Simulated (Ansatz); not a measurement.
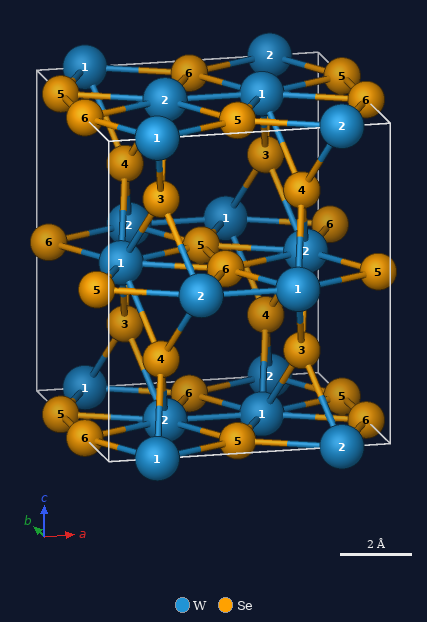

The input geometry (ball-and-stick view of the cell 4 times as large as that of the calculation, set on its symmetry axes, seen slightly off an axis; atoms are numbered from 1 in the order of the input).

**WSe2: geometry relaxation (part 1 of 2)**

WSe2 (Fmmm, 6 atoms in the cell), computed with DFT PBE, scalar-relativistic, plane waves, PAW, no spin polarisation (Ansatz 0.2.0).

The structure was built on a prototype by a generator; it need not be a known phase. It belongs to a series of runs on one base structure; here: random cell with space group Fmmm (No. 69). Figures and captions count atoms from 1; the log counts them from 0 in places.

Output
```
Engine: ansatz 0.2.0, x86_64-unknown-linux-gnu
Pseudopotentials: kind: paw
Pseudopotential: W, paw, valence charge 14, recommended cutoff 420 eV (normal), W.paw.azcp
Pseudopotential: Se, paw, valence charge 16, recommended cutoff 420 eV (normal), Se.paw.azcp
Functional definition: PBE
  parameter kappa = 0.804
  parameter beta = 0.06672455060314922
  exchange = pbe_x(kappa = kappa, mu = beta*pi^2/3)
  correlation = pbe_c(beta = beta)
Crystal: 6 atoms, lattice volume = 158.520 Å³
Basis set: ecut = 420 eV, 3111 PW (Γ), exchange–correlation on 90×90×80 points (8 copies of the dense FFT grid, shifted against one another)
Bands: 56, of which v1, the nominal top of the filled ones, is band 46 counted from 1 (45 counted from 0)
Symmetry: 8 space group operations
Space group: Fmmm (ITA 69), of the structure as read, at distance tolerance 5.4e-5 Å
k-points: 18 of 64
Non-local potential: W, projectors of the file, l = 0: 3, l = 1: 2, l = 2: 2, l = 3: 1
Non-local potential: Se, projectors of the file, l = 0: 2, l = 1: 2, l = 2: 3, l = 3: 1
PAW form: soft (Blöchl's): semilocal exchange-correlation on the pseudo side does not see the compensation charge
PAW one-centre angular grid: W, 590 points (default); XC on 64 Gauss nodes
PAW one-centre angular grid: Se, 590 points (default); XC on 64 Gauss nodes
Initial density: superposition of atomic densities (neutral atoms: chi_scale 0, normalization atom), corrected by the library's trained network
Initial wavefunctions: pseudopotential atomic-orbital guess
Functional: x = pbe(κ = 0.804, μ = 0.2195149727645171), c = pbe(β = 0.06672455060314922)
SCF iter   1: F=—  HF=-42638.258583 eV  |F-HF|=—  |Δ(HF+E_count)|=         —  Δρ=4.82e-3  dr2=2.70e-2  ethr=1.77e-3  ⟨swp⟩=5.7  Hψ=3686  notcnv=0
preconditioner: auto → LDOS  [metal: Δε(μ)=0.063 eV  Ē_g=6.303 eV  σ=0.100 eV  W_gap=0.32  n_scr=34 (ndim 8)  ℏωp=17.7 eV  f_vac=0.047  D(μ)=7.46/eV (n_scr^D=60)  β→1.0]
SCF iter   2: F=—  HF=-42638.264415 eV  |F-HF|=—  |Δ(HF+E_count)|=   5.83e-3  Δρ=2.48e-3  dr2=9.40e-3  ethr=2.94e-5  ⟨swp⟩=2.0  Hψ=1937  notcnv=0  defer=2
SCF iter   3: F=—  HF=-42638.262674 eV  |F-HF|=—  |Δ(HF+E_count)|=   1.74e-3  Δρ=6.94e-4  dr2=6.49e-4  ethr=1.02e-5  ⟨swp⟩=2.0  Hψ=1473  notcnv=0  defer=2
SCF iter   4: F=—  HF=-42638.262642 eV  |F-HF|=—  |Δ(HF+E_count)|=   3.23e-5  Δρ=1.77e-4  dr2=6.35e-5  ethr=7.05e-7  ⟨swp⟩=2.1  Hψ=1278  notcnv=0  defer=2
SCF iter   5: F=—  HF=-42638.262747 eV  |F-HF|=—  |Δ(HF+E_count)|=   1.05e-4  Δρ=4.28e-5  dr2=2.85e-6  ethr=6.90e-8  ⟨swp⟩=2.9  Hψ=1821  notcnv=0  defer=2
SCF iter   6: F=—  HF=-42638.262747 eV  |F-HF|=—  |Δ(HF+E_count)|=   7.73e-8  Δρ=1.42e-5  dr2=4.35e-7  ethr=3.10e-9  ⟨swp⟩=2.0  Hψ=1783  notcnv=0  defer=2
SCF iter   7: F=-42638.262747 eV  HF=-42638.262747 eV  |F-HF|=1.11e-8  |Δ(HF+E_count)|=   7.35e-8  Δρ=3.75e-6  dr2=3.16e-8  ethr=1.09e-10  ⟨swp⟩=8.0  Hψ=3928  notcnv=0
SCF 1 converged in 7 iterations: F = -42638.262747 eV  dr2 = 3.16e-8
  greatest PAW one-centre occupation: 1.000 electrons in one spin orbital (limit 2), on the Se atom at site 5 (counted from 0), in its partial waves of l = 2
relax step   1: F+E_penalty+E_count = -42638.26274660 eV  Δ(F+E_penalty+E_count) = +0.000e0 eV  max|allowed force component| = 2.126e0 eV/Å  Δτ_max = 0.0000 Å  P = -16.932 GPa  Ω = 158.520 Å³  (7 SCF iters, dr2 threshold 1.00e-7 eV, accepted)
Crystal: 6 atoms, lattice volume = 140.979 Å³
Basis set: ecut = 420 eV, 2743 PW (Γ), exchange–correlation on 90×90×80 points (8 copies of the dense FFT grid, shifted against one another)
Initial density: handed on by an earlier stage of this run
Initial wavefunctions: those handed on with the density
iter 1 solved again at ethr=1.68e-3 eV; its pass at ethr=3.10e-3 eV (dr2=1.55e0 eV) is discarded
SCF iter   1: F=—  HF=-42640.834044 eV  |F-HF|=—  |Δ(HF+E_count)|=         —  Δρ=1.91e-2  dr2=1.56e0  ethr=1.68e-3  ⟨swp⟩=1.0  Hψ=4331  notcnv=0
preconditioner: auto → LDOS  [metal: Δε(μ)=0.026 eV  Ē_g=6.934 eV  σ=0.100 eV  W_gap=0.14  n_scr=34 (ndim 8)  ℏωp=18.8 eV  f_vac=0.028  D(μ)=6.43/eV (n_scr^D=60)  β→1.0]
SCF iter   2: F=—  HF=-42640.700624 eV  |F-HF|=—  |Δ(HF+E_count)|=   1.33e-1  Δρ=1.01e-2  dr2=3.62e-1  ethr=1.68e-3  ⟨swp⟩=3.0  Hψ=1573  notcnv=0
SCF iter   3: F=—  HF=-42640.636487 eV  |F-HF|=—  |Δ(HF+E_count)|=   6.41e-2  Δρ=2.44e-3  dr2=2.44e-2  ethr=3.94e-4  ⟨swp⟩=2.2  Hψ=1673  notcnv=0  defer=25
SCF iter   4: F=—  HF=-42640.631576 eV  |F-HF|=—  |Δ(HF+E_count)|=   4.91e-3  Δρ=6.82e-4  dr2=1.27e-3  ethr=2.66e-5  ⟨swp⟩=2.0  Hψ=1329  notcnv=0  defer=25
SCF iter   5: F=—  HF=-42640.631575 eV  |F-HF|=—  |Δ(HF+E_count)|=   1.56e-6  Δρ=1.51e-4  dr2=2.75e-5  ethr=1.38e-6  ⟨swp⟩=2.0  Hψ=1159  notcnv=0  defer=25
SCF iter   6: F=—  HF=-42640.631676 eV  |F-HF|=—  |Δ(HF+E_count)|=   1.01e-4  Δρ=3.75e-5  dr2=1.70e-6  ethr=2.99e-8  ⟨swp⟩=2.0  Hψ=1784  notcnv=0  defer=25
SCF iter   7: F=-42640.631677 eV  HF=-42640.631677 eV  |F-HF|=4.97e-8  |Δ(HF+E_count)|=   3.60e-7  Δρ=1.27e-5  dr2=2.17e-7  ethr=6.52e-10  ⟨swp⟩=9.6  Hψ=4457  notcnv=0
SCF 2 converged in 7 iterations: F = -42640.631677 eV  dr2 = 2.17e-7
[... from here on the iterations of each SCF are left out, up to the last one ...]
relax step   2: F+E_penalty+E_count = -42640.63167657 eV  Δ(F+E_penalty+E_count) = -2.369e0 eV  max|allowed force component| = 1.393e0 eV/Å  Δτ_max = 0.1159 Å  P = -11.299 GPa  Ω = 140.979 Å³  energy of the carried Pulay correction = +1.680e-3 eV  (7 SCF iters, dr2 threshold 6.00e-7 eV, accepted)
Crystal: 6 atoms, lattice volume = 130.254 Å³
Basis set: ecut = 420 eV, 2511 PW (Γ), exchange–correlation on 90×90×80 points (8 copies of the dense FFT grid, shifted against one another)
preconditioner: auto → LDOS  [metal: Δε(μ)=0.012 eV  Ē_g=7.620 eV  σ=0.100 eV  W_gap=0.07  n_scr=34 (ndim 8)  ℏωp=19.5 eV  f_vac=0.025  D(μ)=6.39/eV (n_scr^D=60)  β→1.0]
SCF 3 converged in 8 iterations: F = -42641.535299 eV  dr2 = 1.38e-7
relax step   3: F+E_penalty+E_count = -42641.53529883 eV  Δ(F+E_penalty+E_count) = -9.036e-1 eV  max|allowed force component| = 1.868e0 eV/Å  Δτ_max = 0.0979 Å  P = -1.513 GPa  Ω = 130.254 Å³  energy of the carried Pulay correction = +2.890e-3 eV  (8 SCF iters, dr2 threshold 6.00e-7 eV, accepted)
Crystal: 6 atoms, lattice volume = 122.989 Å³
Basis set: ecut = 420 eV, 2413 PW (Γ), exchange–correlation on 90×90×80 points (8 copies of the dense FFT grid, shifted against one another)
preconditioner: auto → LDOS  [metal: Δε(μ)=0.043 eV  Ē_g=7.994 eV  σ=0.100 eV  W_gap=0.24  n_scr=34 (ndim 8)  ℏωp=20.1 eV  f_vac=0.022  D(μ)=4.91/eV (n_scr^D=42)  β→1.0]
SCF 4 converged in 7 iterations: F = -42642.031760 eV  dr2 = 3.09e-8
relax step   4: F+E_penalty+E_count = -42642.03176009 eV  Δ(F+E_penalty+E_count) = -4.965e-1 eV  max|allowed force component| = 8.534e-1 eV/Å  Δτ_max = 0.0611 Å  P = +2.784 GPa  Ω = 122.989 Å³  energy of the carried Pulay correction = +3.809e-3 eV  (7 SCF iters, dr2 threshold 6.00e-7 eV, accepted)
Crystal: 6 atoms, lattice volume = 121.583 Å³
Basis set: ecut = 420 eV, 2349 PW (Γ), exchange–correlation on 90×90×80 points (8 copies of the dense FFT grid, shifted against one another)
preconditioner: auto → LDOS  [metal: Δε(μ)=0.013 eV  Ē_g=8.047 eV  σ=0.100 eV  W_gap=0.07  n_scr=42 (ndim 8)  ℏωp=20.2 eV  f_vac=0.016  D(μ)=4.30/eV (n_scr^D=26)  β→1.0]
SCF 5 converged in 6 iterations: F = -42642.440294 eV  dr2 = 1.84e-7
relax step   5: F+E_penalty+E_count = -42642.44029445 eV  Δ(F+E_penalty+E_count) = -4.085e-1 eV  max|allowed force component| = 5.019e-1 eV/Å  Δτ_max = 0.0236 Å  P = +1.975 GPa  Ω = 121.583 Å³  energy of the carried Pulay correction = +3.997e-3 eV  (6 SCF iters, dr2 threshold 6.00e-7 eV, accepted)
Crystal: 6 atoms, lattice volume = 120.879 Å³
Basis set: ecut = 420 eV, 2369 PW (Γ), exchange–correlation on 90×90×80 points (8 copies of the dense FFT grid, shifted against one another)
preconditioner: auto → Kerker (q_TF=auto, 2.607 Å⁻¹)  [metal: Δε(μ)=0.052 eV  Ē_g=8.169 eV  σ=0.100 eV  W_gap=0.27  n_scr=34 (ndim 8)  ℏωp=20.3 eV  f_vac=0.009  D(μ)=4.97/eV (n_scr^D=42)]
SCF 6 converged in 7 iterations: F = -42642.893316 eV  dr2 = 3.04e-7
relax step   6: F+E_penalty+E_count = -42642.89331563 eV  Δ(F+E_penalty+E_count) = -4.530e-1 eV  max|allowed force component| = 5.833e-1 eV/Å  Δτ_max = 0.0431 Å  P = +3.858 GPa  Ω = 120.879 Å³  energy of the carried Pulay correction = +4.093e-3 eV  (7 SCF iters, dr2 threshold 6.00e-7 eV, accepted)
Crystal: 6 atoms, lattice volume = 119.390 Å³
Basis set: ecut = 420 eV, 2329 PW (Γ), exchange–correlation on 90×90×80 points (8 copies of the dense FFT grid, shifted against one another)
preconditioner: auto → Kerker (q_TF=auto, 2.612 Å⁻¹)  [metal: Δε(μ)=0.046 eV  Ē_g=8.319 eV  σ=0.100 eV  W_gap=0.25  n_scr=34 (ndim 8)  ℏωp=20.4 eV  f_vac=0.002  D(μ)=4.72/eV (n_scr^D=34)]
SCF 7 converged in 7 iterations: F = -42643.342458 eV  dr2 = 2.55e-7
relax step   7: F+E_penalty+E_count = -42643.34245799 eV  Δ(F+E_penalty+E_count) = -4.491e-1 eV  max|allowed force component| = 9.034e-1 eV/Å  Δτ_max = 0.0160 Å  P = +5.078 GPa  Ω = 119.390 Å³  energy of the carried Pulay correction = +4.298e-3 eV  (7 SCF iters, dr2 threshold 6.00e-7 eV, accepted)
Crystal: 6 atoms, lattice volume = 121.732 Å³
Basis set: ecut = 420 eV, 2387 PW (Γ), exchange–correlation on 90×90×80 points (8 copies of the dense FFT grid, shifted against one another)
preconditioner: auto → Kerker (q_TF=auto, 2.604 Å⁻¹)  [metal: Δε(μ)=0.015 eV  Ē_g=8.319 eV  σ=0.100 eV  W_gap=0.09  n_scr=34 (ndim 8)  ℏωp=20.2 eV  f_vac=0.000  D(μ)=4.80/eV (n_scr^D=36)]
SCF 8 converged in 7 iterations: F = -42643.830118 eV  dr2 = 3.66e-7
relax step   8: F+E_penalty+E_count = -42643.83011809 eV  Δ(F+E_penalty+E_count) = -4.877e-1 eV  max|allowed force component| = 6.924e-1 eV/Å  Δτ_max = 0.0549 Å  P = +4.197 GPa  Ω = 121.732 Å³  energy of the carried Pulay correction = +3.977e-3 eV  (7 SCF iters, dr2 threshold 6.00e-7 eV, accepted)
Crystal: 6 atoms, lattice volume = 124.041 Å³
Basis set: ecut = 420 eV, 2427 PW (Γ), exchange–correlation on 90×90×80 points (8 copies of the dense FFT grid, shifted against one another)
preconditioner: auto → Kerker (q_TF=auto, 2.596 Å⁻¹)  [metal: Δε(μ)=0.015 eV  Ē_g=8.285 eV  σ=0.100 eV  W_gap=0.08  n_scr=36 (ndim 8)  ℏωp=20.0 eV  f_vac=0.000  D(μ)=3.52/eV (n_scr^D=22)]
SCF 9 converged in 7 iterations: F = -42644.324274 eV  dr2 = 7.79e-8
relax step   9: F+E_penalty+E_count = -42644.32427398 eV  Δ(F+E_penalty+E_count) = -4.942e-1 eV  max|allowed force component| = 5.792e-1 eV/Å  Δτ_max = 0.0473 Å  P = +2.502 GPa  Ω = 124.041 Å³  energy of the carried Pulay correction = +3.670e-3 eV  (7 SCF iters, dr2 threshold 6.00e-7 eV, accepted)
Crystal: 6 atoms, lattice volume = 124.294 Å³
Basis set: ecut = 420 eV, 2429 PW (Γ), exchange–correlation on 90×90×80 points (8 copies of the dense FFT grid, shifted against one another)
preconditioner: auto → Resta (q_TF=auto, 2.595 Å⁻¹)  ε∞=6.7  [insulator: Δε(μ)=0.129 eV  Ē_g=8.358 eV  σ=0.100 eV  W_gap=0.64  n_scr=36 (ndim 8)  ℏωp=20.0 eV  f_vac=0.006  D(μ)=1.42/eV (n_scr^D=10)  ε∞_Penn≈6.7]
SCF 10 converged in 7 iterations: F = -42644.695128 eV  dr2 = 2.72e-8
relax step  10: F+E_penalty+E_count = -42644.69512752 eV  Δ(F+E_penalty+E_count) = -3.709e-1 eV  max|allowed force component| = 5.035e-1 eV/Å  Δτ_max = 0.0530 Å  P = +3.318 GPa  Ω = 124.294 Å³  energy of the carried Pulay correction = +3.637e-3 eV  (7 SCF iters, dr2 threshold 6.00e-7 eV, accepted)
Crystal: 6 atoms, lattice volume = 128.294 Å³
Basis set: ecut = 420 eV, 2535 PW (Γ), exchange–correlation on 90×90×80 points (8 copies of the dense FFT grid, shifted against one another)
preconditioner: auto → LDOS  [metal: Δε(μ)=0.028 eV  Ē_g=8.224 eV  σ=0.100 eV  W_gap=0.16  n_scr=36 (ndim 8)  ℏωp=19.7 eV  f_vac=0.019  D(μ)=2.96/eV (n_scr^D=14)  β→1.0]
SCF 11 converged in 7 iterations: F = -42644.812854 eV  dr2 = 2.31e-7
relax step  11: F+E_penalty+E_count = -42644.81285395 eV  Δ(F+E_penalty+E_count) = -1.177e-1 eV  max|allowed force component| = 4.825e-1 eV/Å  Δτ_max = 0.0793 Å  P = -0.803 GPa  Ω = 128.294 Å³  energy of the carried Pulay correction = +3.129e-3 eV  (7 SCF iters, dr2 threshold 6.00e-7 eV, accepted)
Crystal: 6 atoms, lattice volume = 126.995 Å³
Basis set: ecut = 420 eV, 2495 PW (Γ), exchange–correlation on 90×90×80 points (8 copies of the dense FFT grid, shifted against one another)
preconditioner: auto → LDOS  [metal: Δε(μ)=0.069 eV  Ē_g=8.260 eV  σ=0.100 eV  W_gap=0.37  n_scr=32 (ndim 8)  ℏωp=19.8 eV  f_vac=0.014  D(μ)=1.99/eV (n_scr^D=10)  β→1.0]
SCF 12 converged in 7 iterations: F = -42644.837371 eV  dr2 = 1.18e-7
relax step  12: F+E_penalty+E_count = -42644.83737149 eV  Δ(F+E_penalty+E_count) = -2.452e-2 eV  max|allowed force component| = 1.371e-1 eV/Å  Δτ_max = 0.0445 Å  P = -0.176 GPa  Ω = 126.995 Å³  energy of the carried Pulay correction = +3.291e-3 eV  (7 SCF iters, dr2 threshold 6.00e-7 eV, accepted)
Crystal: 6 atoms, lattice volume = 126.997 Å³
Basis set: ecut = 420 eV, 2503 PW (Γ), exchange–correlation on 90×90×80 points (8 copies of the dense FFT grid, shifted against one another)
preconditioner: auto → LDOS  [metal: Δε(μ)=0.031 eV  Ē_g=8.257 eV  σ=0.100 eV  W_gap=0.17  n_scr=32 (ndim 8)  ℏωp=19.8 eV  f_vac=0.015  D(μ)=2.41/eV (n_scr^D=14)  β→1.0]
SCF 13 converged in 6 iterations: F = -42644.839671 eV  dr2 = 6.16e-8
relax step  13: F+E_penalty+E_count = -42644.83967058 eV  Δ(F+E_penalty+E_count) = -2.299e-3 eV  max|allowed force component| = 3.486e-2 eV/Å  Δτ_max = 0.0107 Å  P = -0.030 GPa  Ω = 126.997 Å³  energy of the carried Pulay correction = +3.291e-3 eV  (6 SCF iters, dr2 threshold 6.00e-7 eV, accepted)
Basis set: ecut = 420 eV, 2503 PW (Γ), exchange–correlation on 72×90×90 points (8 copies of the dense FFT grid, shifted against one another)
Initial wavefunctions: pseudopotential atomic-orbital guess (no wavefunctions were taken with the density)
preconditioner: auto → LDOS  [metal: Δε(μ)=0.033 eV  Ē_g=8.258 eV  σ=0.100 eV  W_gap=0.18  n_scr=32 (ndim 8)  ℏωp=19.8 eV  f_vac=0.015  D(μ)=2.38/eV (n_scr^D=12)  β→1.0]
SCF 14 converged in 7 iterations: F = -42645.001056 eV  dr2 = 1.37e-9
relax step  14: F+E_penalty+E_count = -42645.00105601 eV  Δ(F+E_penalty+E_count) = -1.614e-1 eV  max|allowed force component| = 3.025e-2 eV/Å  Δτ_max = 0.0000 Å  P = +1.561 GPa  Ω = 126.997 Å³  stress off target by 4.49e0 GPa  SCF on the basis re-selected at this cell (its energy is not comparable with the rows above)  (7 SCF iters)
basis re-selected at this cell: Δ(F+E_penalty+E_count) = -1.614e-1 eV, ΔP = +1.591 GPa vs the last step (what re-selecting the basis moved, of the pressure what is left beyond the Pulay correction that the steps carried, after the strain that the cell walked since its last selection, with what the two solves' SCF thresholds leave and, on support functions, any second-order correction that the steps lacked; it is no measure of the basis error at this ecutwfc). The dense FFT grid was sized anew with the basis: this SCF ran on 36×45×45 points, the steps before it on 45×45×40, so part of this shift can come from that change (see relax.cell in the input reference). This SCF's stress stands 4.49e0 GPa from its target on what of the cell is left free (relax.cell.stress_tol is 4.00e-1 GPa) and its largest allowed force component is 3.02e-2 eV/Å (relax.f_tol is 4.00e-2 eV/Å): not within both, so this SCF does not close the relaxation
Crystal: 6 atoms, lattice volume = 128.478 Å³
preconditioner: auto → LDOS  [metal: Δε(μ)=0.016 eV  Ē_g=8.220 eV  σ=0.100 eV  W_gap=0.09  n_scr=32 (ndim 8)  ℏωp=19.7 eV  f_vac=0.019  D(μ)=2.93/eV (n_scr^D=14)  β→1.0]
SCF 15 converged in 6 iterations: F = -42645.054690 eV  dr2 = 2.97e-7
relax step  15: F+E_penalty+E_count = -42645.05469003 eV  Δ(F+E_penalty+E_count) = -5.363e-2 eV  max|allowed force component| = 4.221e-2 eV/Å  Δτ_max = 0.0094 Å  P = +0.620 GPa  Ω = 128.478 Å³  energy of the carried Pulay correction = -2.304e-4 eV  (6 SCF iters, dr2 threshold 6.00e-7 eV, accepted)
Crystal: 6 atoms, lattice volume = 129.601 Å³
preconditioner: auto → LDOS  [metal: Δε(μ)=0.033 eV  Ē_g=8.182 eV  σ=0.100 eV  W_gap=0.18  n_scr=32 (ndim 8)  ℏωp=19.6 eV  f_vac=0.021  D(μ)=3.03/eV (n_scr^D=14)  β→1.0]
SCF 16 converged in 6 iterations: F = -42645.061323 eV  dr2 = 7.34e-8
relax step  16: F+E_penalty+E_count = -42645.06132338 eV  Δ(F+E_penalty+E_count) = -6.633e-3 eV  max|allowed force component| = 1.675e-2 eV/Å  Δτ_max = 0.0154 Å  P = +0.003 GPa  Ω = 129.601 Å³  energy of the carried Pulay correction = -3.961e-4 eV  (6 SCF iters, dr2 threshold 6.00e-7 eV, accepted)
iter 1 solved again at ethr=1.65e-7 eV; its pass at ethr=3.10e-3 eV (dr2=1.52e-4 eV) is discarded
SCF iter   1: F=—  HF=-42645.058217 eV  |F-HF|=—  |Δ(HF+E_count)|=         —  Δρ=5.26e-4  dr2=8.17e-6  ethr=1.65e-7  ⟨swp⟩=2.9  Hψ=5901  notcnv=0
preconditioner: auto → LDOS  [metal: Δε(μ)=0.033 eV  Ē_g=8.182 eV  σ=0.100 eV  W_gap=0.19  n_scr=32 (ndim 8)  ℏωp=19.6 eV  f_vac=0.021  D(μ)=3.04/eV (n_scr^D=14)  β→1.0]
SCF iter   2: F=—  HF=-42645.061716 eV  |F-HF|=—  |Δ(HF+E_count)|=   3.50e-3  Δρ=1.20e-5  dr2=4.81e-7  ethr=8.88e-9  ⟨swp⟩=2.0  Hψ=1336  notcnv=0
SCF iter   3: F=—  HF=-42645.061716 eV  |F-HF|=—  |Δ(HF+E_count)|=   6.18e-9  Δρ=1.06e-5  dr2=3.09e-7  ethr=5.23e-10  ⟨swp⟩=2.0  Hψ=1800  notcnv=0
SCF iter   4: F=—  HF=-42645.061716 eV  |F-HF|=—  |Δ(HF+E_count)|=   5.35e-8  Δρ=2.37e-6  dr2=6.20e-9  ethr=3.36e-10  ⟨swp⟩=2.0  Hψ=1208  notcnv=0
SCF iter   5: F=-42645.061716 eV  HF=-42645.061716 eV  |F-HF|=7.64e-10  |Δ(HF+E_count)|=   9.35e-9  Δρ=7.80e-7  dr2=6.91e-10  ethr=4.17e-12  ⟨swp⟩=4.3  Hψ=3655  notcnv=0
SCF 17 converged in 5 iterations: F = -42645.061716 eV  dr2 = 6.91e-10
relax step  17: F+E_penalty+E_count = -42645.06171599 eV  Δ(F+E_penalty+E_count) = -3.926e-4 eV  max|allowed force component| = 1.661e-2 eV/Å  Δτ_max = 0.0000 Å  P = +0.002 GPa  Ω = 129.601 Å³  stress off target by 1.30e-1 GPa  SCF on the basis re-selected at this cell (its energy is not comparable with the rows above)  (5 SCF iters)
```

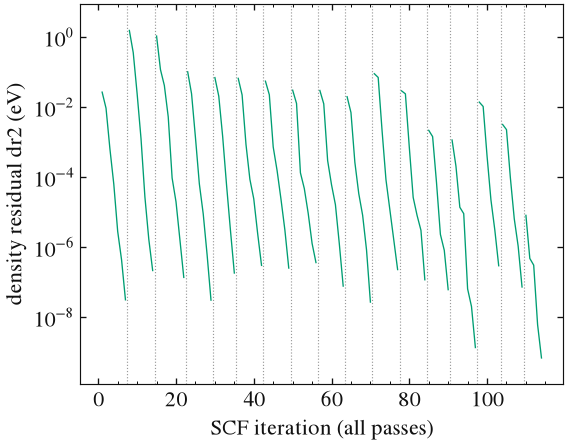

Convergence of the self-consistent field: density residual dr2 against the SCF iteration. The dotted lines part the SCF passes of the relaxation: geometry steps, rejected trials and re-solves on a re-selected basis. The 17 passes take 5 to 8 iterations each, 114 in all.

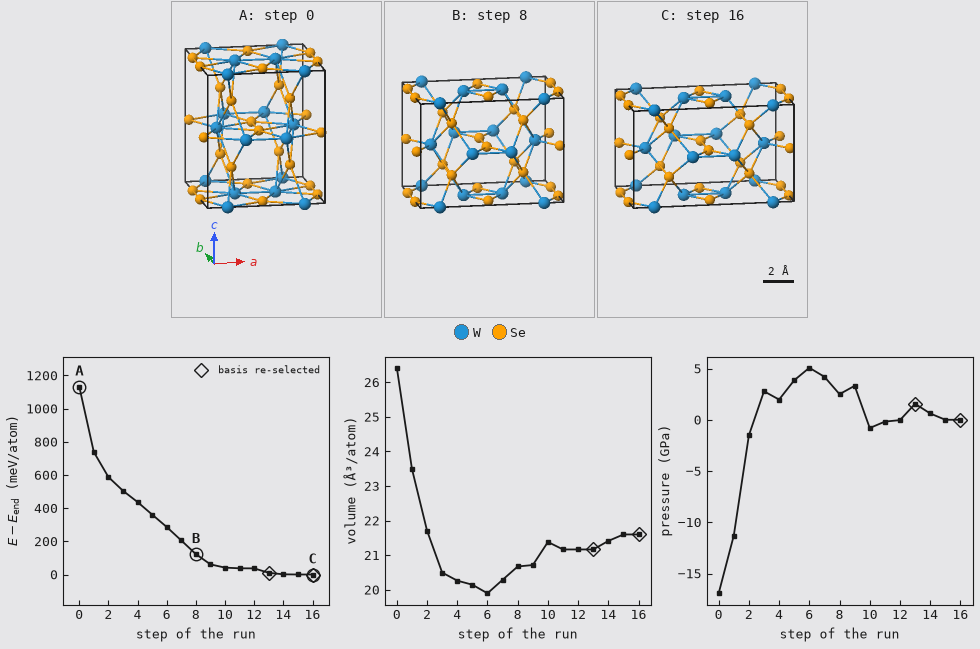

Frames of the relaxation (ball-and-stick view of the cell 4 times as large as that of the calculation, set on its symmetry axes, seen slightly off an axis) above the curves, on which the letters mark them (the first geometry is step 0 here and step 1 in the log).
